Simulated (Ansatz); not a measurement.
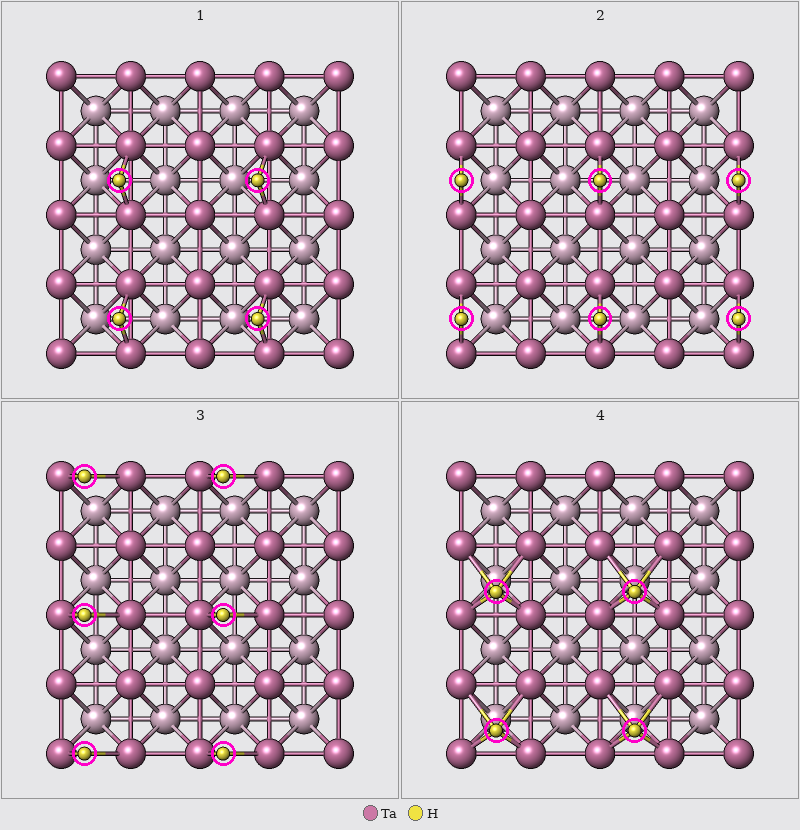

H on a Ta(100) slab cut from the Fm-3m phase, its upper half relaxed before the scan (12 atoms of substrate and one adsorbate in a 2 × 2 cell). H is moved over the surface cell; relaxed at each place: the height of the adsorbate's atoms; substrate rigid; the origin of the map has the adsorbate above Ta9. Places are given modulo a cell vector. The map is drawn in real space over the plane of the surface. The grid has 6 × 6 points; 10 points were computed and 26 follow by symmetry. Places are given in fractions of the 1 × 1 surface cell. All energies are given in eV relative to the lowest grid point. All numbers below come from DFT PBE, scalar-relativistic, plane waves, PAW in Ansatz. Settings: cutoff 420 eV, k-mesh 5×5×1, gaussian smearing 0.1 eV, no spin polarisation.

The numbered pictures are structures from this grid. Rings mark the moved atoms.

> Which is the most stable, and how do the others follow?

2, at a bridge site between two Ta atoms, (0/6, 3/6) of the cell vectors: 0.00 eV; 1, at (5/6, 3/6) of the cell vectors [nearest 2 Ta at 1.97 Å]: 0.08 eV; 4, at (3/6, 2/6) of the cell vectors [nearest 2 Ta at 2.06 Å]: 0.23 eV; 3, at (2/6, 0/6) of the cell vectors [nearest 1 Ta at 1.83 Å]: 0.39 eV.

The map, with the structures marked:

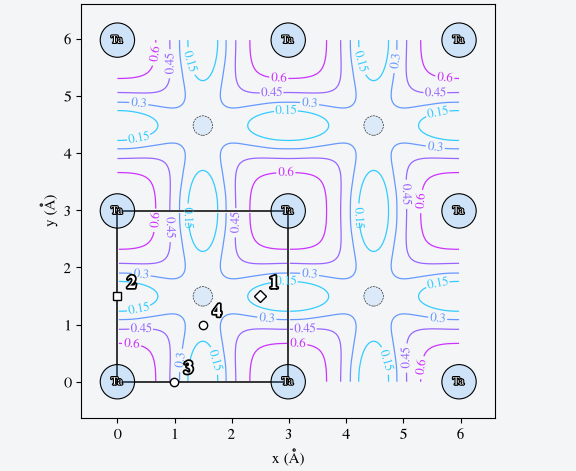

The picture shows contour lines labelled in eV, labelled circles for the atoms of the top layer and small ones for the second layer, the outline of one cell of the 2 × 2 shown. Between grid points the surface is interpolated.

PAW datasets: the set soft_1.
